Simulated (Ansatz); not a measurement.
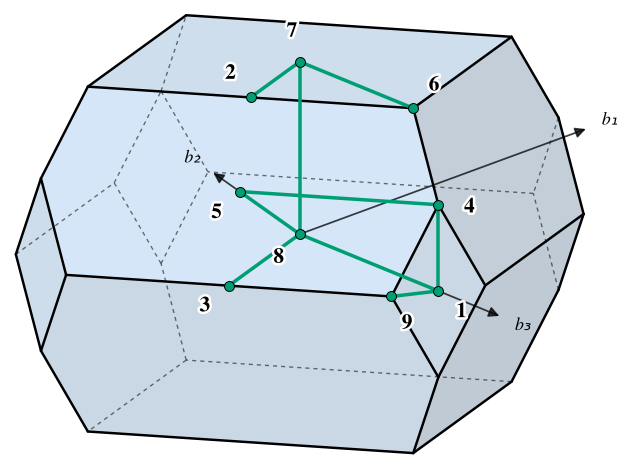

Crystal: WSe₂, the end point of a relaxation with DFT, PBE, plane waves, PAW (Ansatz 0.2.0); the starting structure was generated, so it need not be a known form of this composition. The first Brillouin zone of a body-centred tetragonal lattice (tI; extended symbol tI2) is drawn with its special points numbered. The drawing is computed from the coordinates (standard cell, symmetry found to 0.002 Å).

a = 5.003 Å, b = 5.003 Å, c = 11.753 Å, α = 90.00°, β = 90.00°, γ = 90.00°.

Labels and path follow the convention of Hinuma et al. (2017), as computed by seekpath; the arrows show the directions of the reciprocal primitive vectors b₁, b₂, b₃, in which coordinates are given.

Question: Which special point is each number?

Answer:
```json
{"no.": "1", "label": "X", "coordinates": "(0, 0, 1/2)"}
{"no.": "2", "label": "S", "coordinates": "(0.295, 0.705, −0.295)"}
{"no.": "3", "label": "S₀", "coordinates": "(−0.295, 0.295, 0.295)"}
{"no.": "4", "label": "P", "coordinates": "(1/4, 1/4, 1/4)"}
{"no.": "5", "label": "N", "coordinates": "(0, 1/2, 0)"}
{"no.": "6", "label": "G", "coordinates": "(1/2, 1/2, −0.091)"}
{"no.": "7", "label": "M", "coordinates": "(1/2, 1/2, −1/2)"}
{"no.": "8", "label": "Γ", "coordinates": "(0, 0, 0)"}
{"no.": "9", "label": "R", "coordinates": "(−0.091, 0.091, 1/2)"}
```
